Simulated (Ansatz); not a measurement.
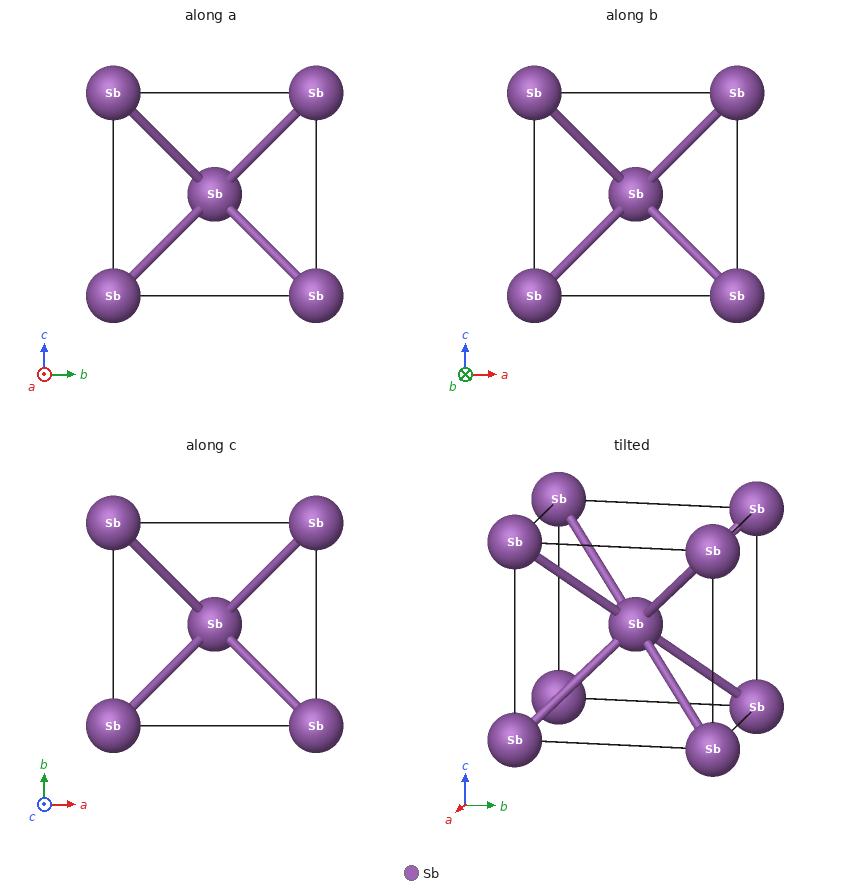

Ball-and-stick representation of a periodic structure, projected along the a axis, along the b axis, along the c axis and slightly off an axis. The wireframe shows the conventional unit cell.

Lattice parameters: a = 3.661 Å, b = 3.661 Å, c = 3.661 Å, α = 90.00°, β = 90.00°, γ = 90.00°.

Set out the cell and atoms as a table of Wyckoff sites.

Space group Im-3m (No. 229).
```csv
atom,site,x,y,z
Sb,2a,0.0000,0.0000,0.0000
```

The model was built from a structure type filled with this element by a generator (whether the element takes this form wasn't checked). Earlier steps of the study may have refined or changed the cell and positions. Ansatz was used for an electronic-structure calculation on it.

At this level of theory the cell isn't at rest (compressed, at 9 GPa), so its distances can differ from those at equilibrium, the more so the softer the solid.
